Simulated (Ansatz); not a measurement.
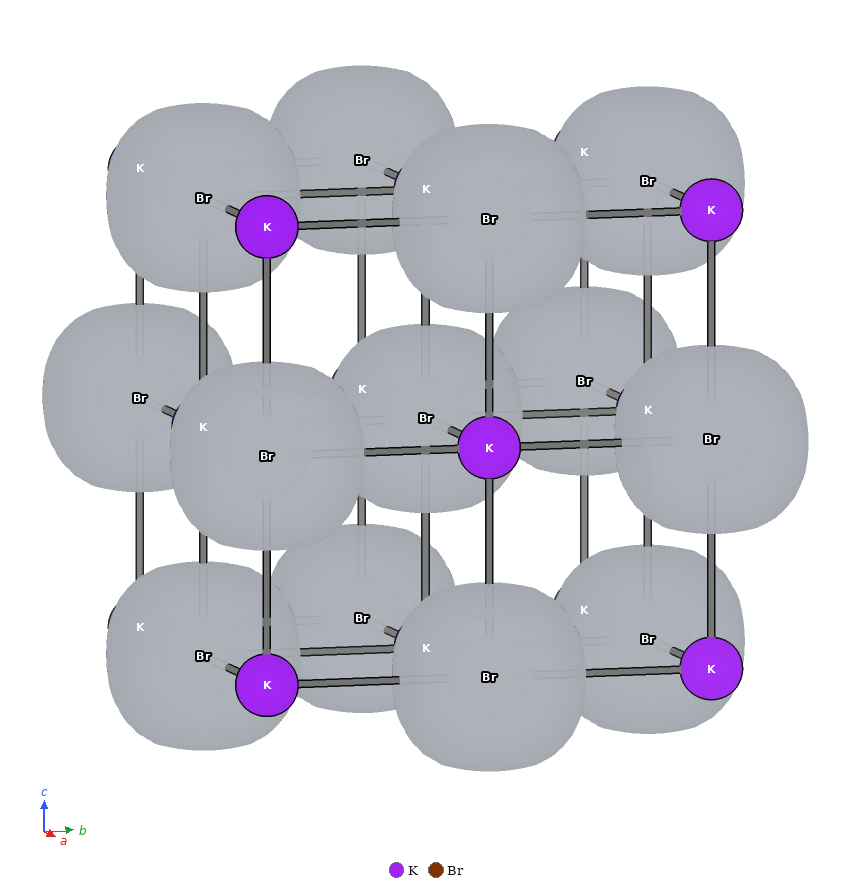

KBr. Isosurface of the electron localisation function at 0.7 (grey), seen slightly off an axis. Only the valence region is drawn (cores and ρ < 0.01 e/Å³ removed). Sticks mark near contacts.

Space group Fm-3m.

The calculation used DFT PBE, scalar-relativistic, plane waves, PAW (Ansatz).

In a PAW calculation such maps are meaningful between the atoms, not at the nuclei.

```xyz
8
Lattice="6.7009 0.0000 0.0000 0.0000 6.7009 0.0000 0.0000 0.0000 6.7009" Properties=species:S:1:pos:R:3 pbc="T T T"
K     0.0000    0.0000    0.0000
K     3.3504    3.3504    0.0000
K     3.3504    0.0000    3.3504
K     0.0000    3.3504    3.3504
Br    3.3504    0.0000    0.0000
Br    0.0000    3.3504    0.0000
Br    0.0000    0.0000    3.3504
Br    3.3504    3.3504    3.3504
```

Identify the bonds, lone pairs and shells in this picture.

Answer. At this value the surface marks out four regions wrapped around Br (the valence shell of each), counted in one cell of 8 atoms. Regions shared between cells count once.

Values along the shortest contacts:
K–Br (3.35 Å): the ELF is about 0.10 at the midpoint: a largely ionic contact.

Does the calculation give a band gap?

Answer. It is gapped, with a Kohn–Sham gap of 4.3 eV on the k-point mesh, an upper bound to the gap of this method.
